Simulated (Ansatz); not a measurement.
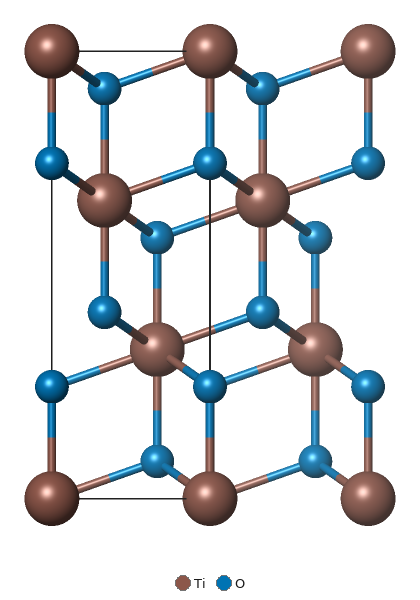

Projection along an edge of the hexagonal mesh, stacking direction [111] upwards. Every atom sits on one of the three columns of the mesh; call them A, B, C in the order in which they first turn up. The box is the hexagonal cell of the face-centred cubic lattice. The sequence starts with the first layer at or above the cell's origin.

TiO₂: the input geometry of an electronic-structure calculation (not necessarily at equilibrium); the starting structure was generated, so it need not be a known form of this composition.

Q: Give the sequence of layers in one repeat, with element and column.

A: Ti(A) – O(B) – O(A) – Ti(B) – O(C) – O(B) – Ti(C) – O(A) – O(C) (nine layers in 8.30 Å).

Heights of the layers:

| layer | atoms (column) | height (Å) | to next (Å) |
| --- | --- | --- | --- |
| 1 | Ti(A) | 0.00 | 0.69 |
| 2 | O(B) | 0.69 | 1.38 |
| 3 | O(A) | 2.08 | 0.69 |
| 4 | Ti(B) | 2.77 | 0.69 |
| 5 | O(C) | 3.46 | 1.38 |
| 6 | O(B) | 4.84 | 0.69 |
| 7 | Ti(C) | 5.54 | 0.69 |
| 8 | O(A) | 6.23 | 1.38 |
| 9 | O(C) | 7.61 | 0.69 |
